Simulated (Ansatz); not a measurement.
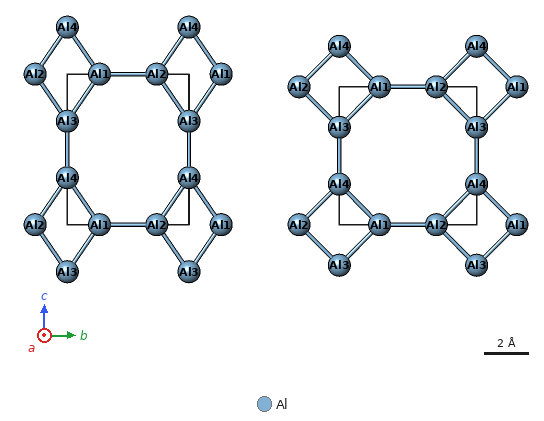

Two geometries of a crystal of Al (a generated structure, set up in Pmmm), drawn at one scale. One is the start of a relaxation, the other its converged end. Style: ball-and-stick. Shown: the cell of the calculation, along the a axis.

Level of theory: DFT PBE, scalar-relativistic, plane waves, PAW in Ansatz 0.2.0. (plane-wave cutoff 420 eV; k-point mesh 16 × 8 × 8; occupations gaussian; smearing width 0.1 eV; no spin polarisation; cell and atoms relaxed; force threshold 0.01 eV/Å; at most 80 steps)

**Which geometry has the lower energy?**

The right one is the relaxed one. The largest moves relative to the cell, 0.18 Å, are those of Al1 and Al2. Al1 goes along +b. The drawn cell changes as follows: a 2.731 → 2.717 Å (−0.5 %), b 5.645 → 6.371 Å (+12.9 %), c 6.984 → 6.399 Å (−8.4 %); the volume changes by +2.9 %. Some distances before and after: Al1–Al2 2.659 → 2.636 Å, Al3–Al4 2.619 → 2.639 Å, Al1–Al1 2.731 → 2.717 Å, Al1–Al3 2.644 → 2.650 Å. Among the angles between lasting bonds that change: Al3–Al1–Al4 111.2° → 90.4°, Al1–Al4–Al2 68.8° → 89.6°, Al2–Al1–Al3 124.4° → 134.8°. The space group stays Pmmm (No. 47). Over 10 accepted moves (13 points after the start) the energy falls by 12.9 meV per atom. Largest force component: 0.19 eV/Å at the start, 0.0015 eV/Å at the end. The pressure goes from 0.37 to 0.00 GPa. The line search rejected the trial step at point 7 of the run. At 2 points the geometry stayed and the basis and grid were re-selected for the new cell (energy shift of 1.5 meV per atom at most each time).
